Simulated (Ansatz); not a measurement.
**Run report: ZnSe, single-point calculation (part 1 of 2)**

ZnSe (slab, 16 atoms in the cell), computed with DFT PBE+D3(BJ), scalar-relativistic, plane waves, PAW, no spin polarisation (Ansatz 0.2.0).

The structure derives from an entry of the Crystallography Open Database. It belongs to a series of runs on one base structure; here: the slab at its places in the relaxed adsorbed structure. Figures and captions count atoms from 1; the log counts them from 0 in places.

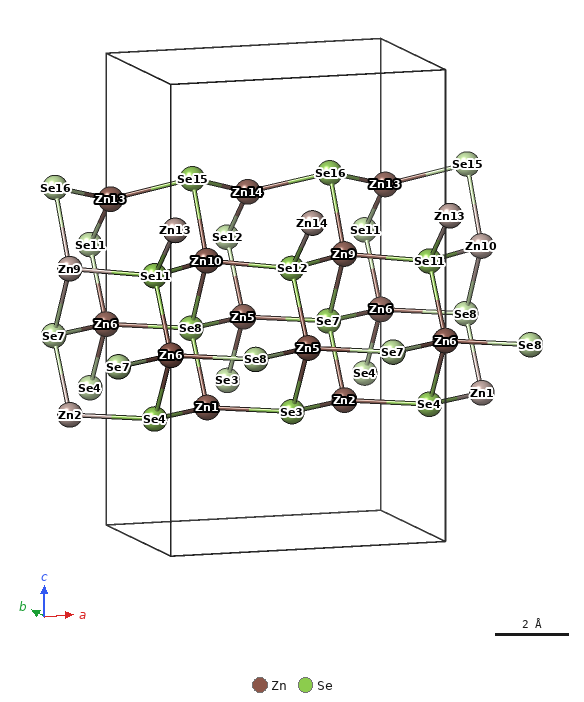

**Figure 1.** The input geometry (ball-and-stick view of the cell of the calculation, with the vacuum cut short, seen slightly off an axis; neighbours outside the cell are drawn fainter; atoms are numbered from 1 in the order of the input). An atom can appear more than once, as a periodic image.

**Key numbers**

| quantity | value |
| --- | --- |
| outcome | converged |
| electrons treated | 224 |
| free energy | −70317.1428 eV |
| work function, top face | 4.86 eV |
| work function, bottom face | 4.50 eV |
| Fermi energy | −1.089 eV |
| gap on the k-point mesh | 1.40 eV |
| work function (upper face) | 4.86 eV |
| largest force (length of the vector) | 1.391 eV/Å |
| hardware | 4 threads of Arm Neoverse N1, 24 GiB of memory available, shared host |
| wall time | 53 s (CPU time 2.6 min) |
| peak memory | 2.6 GiB |

**The input**
```yaml
crystal:
  lattice:
    - [7.9972835124, 0.0, 0.0]
    - [0.0, 5.6549334027, 0.0]
    - [0.0, 0.0, 27.1579626343]
  atoms:
    - { symbol: Zn, position: [0.25, 0.5, 0.2945729069] }
    - { symbol: Zn, position: [0.75, 0.5, 0.2945729069] }
    - { symbol: Se, position: [0.5, 0.25, 0.2945729069] }
    - { symbol: Se, position: [0.0, 0.25, 0.2945729069] }
    - { symbol: Zn, position: [0.5, 0.0, 0.3681911273] }
    - { symbol: Zn, position: [0.0, 0.0, 0.3681911273] }
    - { symbol: Se, position: [0.75, 0.75, 0.3681911273] }
    - { symbol: Se, position: [0.25, 0.75, 0.3681911273] }
    - { symbol: Zn, position: [0.7500047108, 0.502837658, 0.4450621947] }
    - { symbol: Zn, position: [0.2500099469, 0.5058503247, 0.4456574021] }
    - { symbol: Se, position: [0.0006679691, 0.2538771415, 0.4420132012] }
    - { symbol: Se, position: [0.4993493549, 0.253869121, 0.4420160919] }
    - { symbol: Zn, position: [0.0003888463, -0.067762268, 0.4991243816] }
    - { symbol: Zn, position: [0.4996524425, -0.0677571561, 0.4991336833] }
    - { symbol: Se, position: [0.2500178234, 0.7285380675, 0.5229345275] }
    - { symbol: Se, position: [0.750021431, 0.7278925863, 0.5214934297] }
basis:
  ecutwfc: 420
kpoints:
  mp_grid: { grid: [2, 3, 1] }
hamiltonian:
  xc: pbe
  dispersion: d3bj
scf:
  occupations: { method: gaussian, width: 0.05 }
output:
  forces: true
  eigenvalues: true
  write_density: true
  volumetric_format: npy
efield:
  axis: 3
  dipole_correction: true
  ramp_width: 0.04
```

Command:
```bash
ansatz run input.yaml --threads 4 --pin off --max-ram 10240MiB --backend cpu --events-out ev --progress --plain --runs-dir out
```

**What the program printed**
```
Engine: ansatz 0.2.0, aarch64-unknown-linux-gnu
Pseudopotentials: kind: paw
Pseudopotential: Zn, paw, valence charge 12, recommended cutoff 420 eV (normal), Zn.paw.azcp
Pseudopotential: Se, paw, valence charge 16, recommended cutoff 420 eV (normal), Se.paw.azcp
Functional definition: PBE
  parameter kappa = 0.804
  parameter beta = 0.06672455060314922
  exchange = pbe_x(kappa = kappa, mu = beta*pi^2/3)
  correlation = pbe_c(beta = beta)
Crystal: 16 atoms, lattice volume = 1228.195 Å³
Basis set: ecut = 420 eV, 24071 PW (Γ), exchange–correlation on 108×80×384 points (8 copies of the dense FFT grid, shifted against one another)
Bands: 135, of which v1, the nominal top of the filled ones, is band 112 counted from 1 (111 counted from 0)
Symmetry: 1 space group operations
Space group: P1 (ITA 1), of the structure as read, at distance tolerance 1.1e-4 Å
k-points: 4 of 6 (time reversal used)
Non-local potential: Zn, projectors of the file, l = 0: 2, l = 1: 2, l = 2: 3, l = 3: 1
Non-local potential: Se, projectors of the file, l = 0: 2, l = 1: 2, l = 2: 3, l = 3: 1
PAW form: soft (Blöchl's): semilocal exchange-correlation on the pseudo side does not see the compensation charge
PAW one-centre angular grid: Zn, 590 points (default); XC on 64 Gauss nodes
PAW one-centre angular grid: Se, 590 points (default); XC on 64 Gauss nodes
Initial density: superposition of atomic densities (neutral atoms: chi_scale 0, normalization atom), corrected by the library's trained network
Initial wavefunctions: pseudopotential atomic-orbital guess
Functional: x = pbe(κ = 0.804, μ = 0.2195149727645171), c = pbe(β = 0.06672455060314922)
SCF iter   1: F=—  HF=-70317.144768 eV  |F-HF|=—  |Δ(HF+E_count)|=         —  Δρ=6.66e-4  dr2=3.35e-2  ethr=1.77e-3  p=-0.071 e·Å  D=-1.04e-2 V/Å  ΔV_dip=0.28 eV  dr2_dipole=5.36e-4  V_vac-E_F(+/−)=4.71/4.42 eV  ⟨swp⟩=7.8  Hψ=2332  notcnv=0  defer=43
efield: sawtooth ramp at fractional position 0.8888 (placed from the atoms, in the widest stretch of the axis that holds none; the zero of the levels goes with the place), width 0.0400; the density the first Hamiltonian is built on has a dipole p = -0.071 e·Å; the dipole correction subtracts the counter field D = -1.04e-2 V/Å, which shifts the + side's vacuum level by +0.28 eV against the − side's; the planar-averaged density in the ramp window peaks in size at 6.2e-6 e/Å³
preconditioner: auto → Resta (q_TF=auto, 2.055 Å⁻¹)  ε∞=2.5  [insulator: Δε(μ)=1.373 eV  Ē_g=10.414 eV  σ=0.050 eV  W_gap=1.00  n_scr=182 (ndim 8)  ℏωp=12.7 eV  f_vac=0.674  D(μ)=0.00/eV (n_scr^D=0)  ε∞_Penn≈2.5  vacuum switching on, ρ_ref=7.9e-3 e/Å³]
SCF iter   2: F=—  HF=-70317.141770 eV  |F-HF|=—  |Δ(HF+E_count)|=   3.00e-3  Δρ=4.14e-4  dr2=3.59e-3  ethr=1.50e-5  p=-0.090 e·Å  D=-1.32e-2 V/Å  ΔV_dip=0.36 eV  dr2_dipole=5.05e-5  V_vac-E_F(+/−)=4.85/4.49 eV  ⟨swp⟩=2.0  Hψ=737  notcnv=0  defer=67
SCF iter   3: F=—  HF=-70317.141997 eV  |F-HF|=—  |Δ(HF+E_count)|=   2.27e-4  Δρ=1.84e-4  dr2=6.24e-4  ethr=1.60e-6  p=-0.085 e·Å  D=-1.25e-2 V/Å  ΔV_dip=0.34 eV  dr2_dipole=2.52e-5  V_vac-E_F(+/−)=4.83/4.49 eV  ⟨swp⟩=2.0  Hψ=743  notcnv=0  defer=67
SCF iter   4: F=—  HF=-70317.142643 eV  |F-HF|=—  |Δ(HF+E_count)|=   6.45e-4  Δρ=9.55e-5  dr2=2.18e-4  ethr=2.79e-7  p=-0.092 e·Å  D=-1.35e-2 V/Å  ΔV_dip=0.37 eV  dr2_dipole=3.27e-5  V_vac-E_F(+/−)=4.86/4.49 eV  ⟨swp⟩=2.0  Hψ=743  notcnv=0  defer=67
SCF iter   5: F=—  HF=-70317.142677 eV  |F-HF|=—  |Δ(HF+E_count)|=   3.48e-5  Δρ=3.06e-5  dr2=1.52e-5  ethr=9.75e-8  p=-0.089 e·Å  D=-1.31e-2 V/Å  ΔV_dip=0.36 eV  dr2_dipole=5.64e-7  V_vac-E_F(+/−)=4.86/4.50 eV  ⟨swp⟩=2.0  Hψ=727  notcnv=0  defer=67
SCF iter   6: F=—  HF=-70317.142795 eV  |F-HF|=—  |Δ(HF+E_count)|=   1.17e-4  Δρ=1.02e-5  dr2=2.04e-6  ethr=6.80e-9  p=-0.090 e·Å  D=-1.32e-2 V/Å  ΔV_dip=0.36 eV  dr2_dipole=1.60e-7  V_vac-E_F(+/−)=4.86/4.50 eV  ⟨swp⟩=2.0  Hψ=759  notcnv=0  defer=67
SCF iter   7: F=—  HF=-70317.142796 eV  |F-HF|=—  |Δ(HF+E_count)|=   1.36e-6  Δρ=5.95e-6  dr2=3.84e-7  ethr=9.10e-10  p=-0.089 e·Å  D=-1.32e-2 V/Å  ΔV_dip=0.36 eV  dr2_dipole=1.42e-8  V_vac-E_F(+/−)=4.86/4.50 eV  ⟨swp⟩=2.0  Hψ=889  notcnv=0  defer=67
SCF iter   8: F=-70317.142796 eV  HF=-70317.142796 eV  |F-HF|=9.59e-8  |Δ(HF+E_count)|=   1.44e-7  Δρ=2.14e-6  dr2=5.25e-8  ethr=4.46e-11  p=-0.089 e·Å  D=-1.32e-2 V/Å  ΔV_dip=0.36 eV  dr2_dipole=2.17e-9  V_vac-E_F(+/−)=4.86/4.50 eV  ⟨swp⟩=24.8  Hψ=3321  notcnv=0
SCF 1 converged in 8 iterations: F = -70317.142796 eV  dr2 = 5.25e-8
  greatest PAW one-centre occupation: 1.000 electrons in one spin orbital (limit 2), on the Se atom at site 10 (counted from 0), in its partial waves of l = 2
SCF converged after 8 iterations
Free energy (F): -70317.142796 eV
Harris-Foulkes:  -70317.142796 eV  (|F-HF|=9.59e-8)
Internal energy: -70317.142796 eV  (E = F + TS)
E sigma→0 (E₀):  -70317.142796 eV
Fermi energy:    -1.088554 eV
Dipole field:    D = -0.013151 V/Å  (p = -0.089262 e·Å, saw-weighted, corrected)
Work function:   Φ+ = 4.8611 eV   Φ− = 4.5040 eV
Levels:          The Fermi level and band energies are counted from a zero that moves with the ramp; work functions are not
--- Per-component energies (eV) ---
  E_band       = -4939.550218
  E_kinetic    = 1993.900240
  E_local      = -267547.223808  (includes V_loc(G=0)·N_el)
  E_nonlocal   = 147.832823
  E_hartree    = 131543.898047
  E_xc         = -1927.018971
  E_vxc        = -1195.051142  (∫ρ·V_xc dr)
  E_paw        = -29915.346196  (= ΣΔE_a)
  E_vpaw       = -1426.464006  (= ΣTr[D̂ρ^β])
  E_aug_tail   = -0.007487  (compensation charges beyond the density's cutoff)
  E_efield     = 0.000587  (sawtooth field / dipole correction)
  E_vefield    = -0.328481  (∫n·V_field dr)
  E_ewald      = 95390.569766
  E_disp       = -3.747798  (pairwise vdW)
  E_smearing   = -0.000000  (= −TS)
  E_closure    = 0.000000  (closes the sum)
  Σ components = -70317.142796   (vs F -70317.142796, Δ=0.00e0)
--- Forces (eV/Å), atoms counted from 1 ---
  atom   1  Zn    -0.00000789    -0.95798386     1.00887885
  atom   2  Zn     0.00001306    -0.94867698     1.00649792
  atom   3  Se     0.00107766     0.43479094    -0.93135172
  atom   4  Se    -0.00106923     0.43479431    -0.93142162
  atom   5  Zn    -0.00507757     0.27838410    -0.01370154
  atom   6  Zn     0.00507463     0.27831613    -0.01389086
  atom   7  Se     0.00004920     0.24044611    -0.08436009
  atom   8  Se     0.00008079     0.23783135    -0.05245038
  atom   9  Zn     0.00001062    -0.00429208    -0.02503841
  atom  10  Zn     0.00010919     0.00557669     0.00118698
  atom  11  Se    -0.00551371     0.00432001    -0.00567474
  atom  12  Se     0.00545063     0.00413088    -0.00573620
  atom  13  Zn     0.01268487    -0.00125736    -0.01027053
  atom  14  Zn    -0.01277504    -0.00113719    -0.01091399
  atom  15  Se    -0.00020954    -0.00235427    -0.02271610
  atom  16  Se     0.00010271    -0.00285184     0.09097585
  max |Σ_I F_I| component: 3.69e-5 eV/Å
--- Band table (eV) ---
  k-point 0: bands = ["-48.7035", "-48.7029", "-48.6972", "-48.6958", "-48.6948", "-48.6942", "-48.6941", "-48.6940", "-48.6867", "-48.6866", "-48.6848", "-48.6847", "-48.6800", "-48.6777", "-48.6766", "-48.6742", "-48.6606", "-48.6604", "-48.6570", "-48.6569", "-48.3464", "-48.3401", "-48.3304", "-48.3239", "-48.3120", "-48.2945", "-48.2945", "-48.2880", "-48.2758", "-48.2692", "-48.1531", "-48.1529", "-48.1515", "-48.1514", "-48.0669", "-48.0669", "-48.0462", "-48.0461", "-48.0245", "-48.0244", "-14.8427", "-14.2992", "-14.2276", "-14.1538", "-13.8700", "-13.6889", "-13.5968", "-13.3984", "-8.4004", "-8.3767", "-8.3701", "-8.2947", "-8.2685", "-8.2675", "-8.2588", "-8.2374", "-8.2200", "-8.2180", "-8.2126", "-8.1849", "-8.1828", "-8.1754", "-8.1689", "-8.1320", "-8.1184", "-8.1061", "-8.0764", "-8.0758", "-8.0638", "-8.0571", "-8.0478", "-8.0360", "-8.0268", "-8.0210", "-8.0193", "-8.0066", "-7.9943", "-7.9591", "-7.9391", "-7.9367", "-7.9262", "-7.9123", "-7.9049", "-7.8587", "-7.8557", "-7.8331", "-7.8153", "-7.7532", "-6.3141", "-6.2126", "-6.1322", "-5.9778", "-5.7879", "-5.6647", "-5.0880", "-4.4577", "-4.3473", "-4.0713", "-3.8534", "-3.6877", "-3.6598", "-3.6534", "-3.5730", "-3.3600", "-3.3410", "-2.9350", "-2.8800", "-2.4584", "-2.2585", "-2.1107", "-2.0636", "-1.7908", "-0.3863", "0.6112", "0.9063", "0.9198", "1.5016", "1.9507", "2.0468", "2.1773", "2.3024", "2.3100", "2.6740", "2.7559", "2.8147", "3.1704", "3.3905", "3.5091", "3.8654", "4.0676", "4.2386", "4.3646", "4.4321", "4.5325", "4.6947"]
```
